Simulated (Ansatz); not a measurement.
Read the following structure.

```cif
data_structure
_symmetry_space_group_name_H-M 'P 1'
_symmetry_Int_Tables_number 1
_cell_length_a 2.8176
_cell_length_b 2.8176
_cell_length_c 2.5552
_cell_angle_alpha 90.000
_cell_angle_beta 90.000
_cell_angle_gamma 120.000
_cell_volume 17.57
loop_
_atom_site_label
_atom_site_type_symbol
_atom_site_fract_x
_atom_site_fract_y
_atom_site_fract_z
_atom_site_occupancy
Mo1 Mo 0.00000 0.00000 0.00000 1
```

Work out the structure from the coordinates.

Answer. The element is molybdenum. The atoms follow space group P6/mmm (No. 191); the Bravais lattice is primitive hexagonal. Its structure type: simple hexagonal. The cell holds one atom. Within bonding distance, the neighbour counts come to Mo 8.

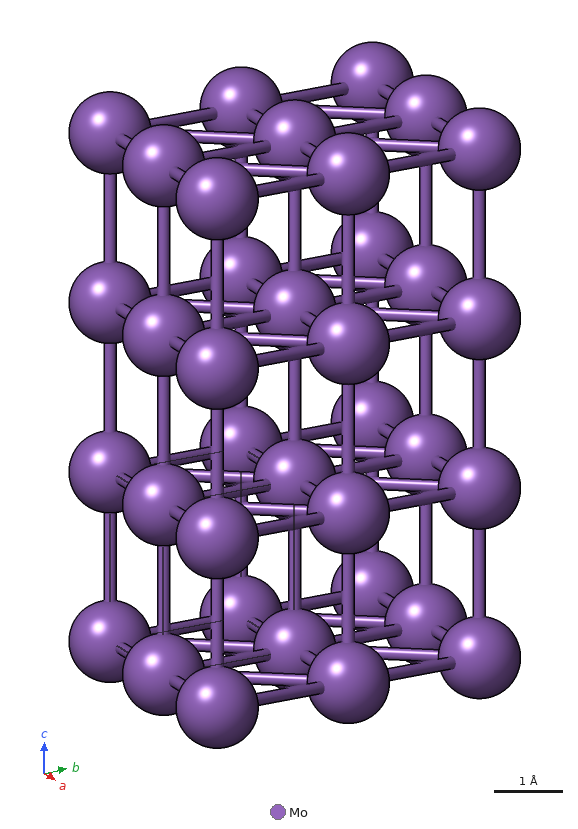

View slightly off an axis, drawn as a ball-and-stick model. One conventional unit cell is drawn solid; the view covers 2×2×3 cells.

The structure was taken from a structure listed in the Materials Project. The cell was then strained or its atoms displaced on purpose. It was run through Ansatz as a DFT input.

At this level of theory the cell isn't at rest (stretched, at -19 GPa), so its distances can differ from those at equilibrium, the more so the softer the solid.
